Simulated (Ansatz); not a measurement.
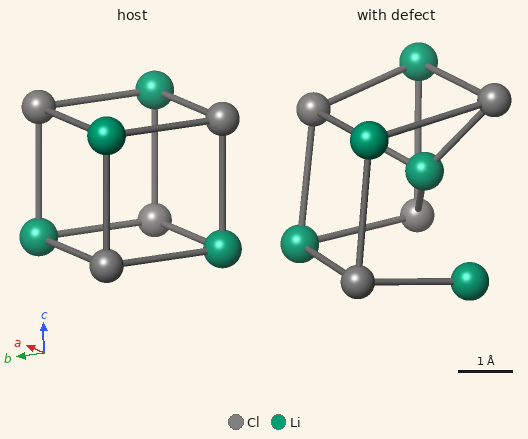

Left: perfect LiCl. Right: the same region with one point defect, after relaxing the atoms in a supercell of 64 sites. A ball-and-stick model of the atoms within 3.3 Å of one point, seen from a free direction.

Theory: Ansatz 0.2.0, DFT, PBEsol, PAW, plane waves. (plane-wave cutoff 420 eV; k-point mesh 1 × 1 × 1; mesh shifted by (0.25, 0.25, 0.25); collinear spin) Fermi-Dirac smearing of 0.01 eV. The axes drawn are those of the host's conventional cell.

What kind of defect was made?

Answer. An extra lithium atom is put between the host's atoms (an interstitial).

The charge state of the cell is 0.

What does the relaxation do around it?

Answer. The Li atom starts with 2 Li at 1.79 to 1.80 Å, 2 Cl at 1.79 Å around its place and ends with 3 Cl at 2.18 to 2.40 Å, 2 Li at 2.48 to 2.49 Å. Of the host's atoms, a lithium atom moves furthest from its site, by 0.89 Å. The Li atom itself moves 0.57 Å from where it was put. The cell's net moment is 1.00 μB.
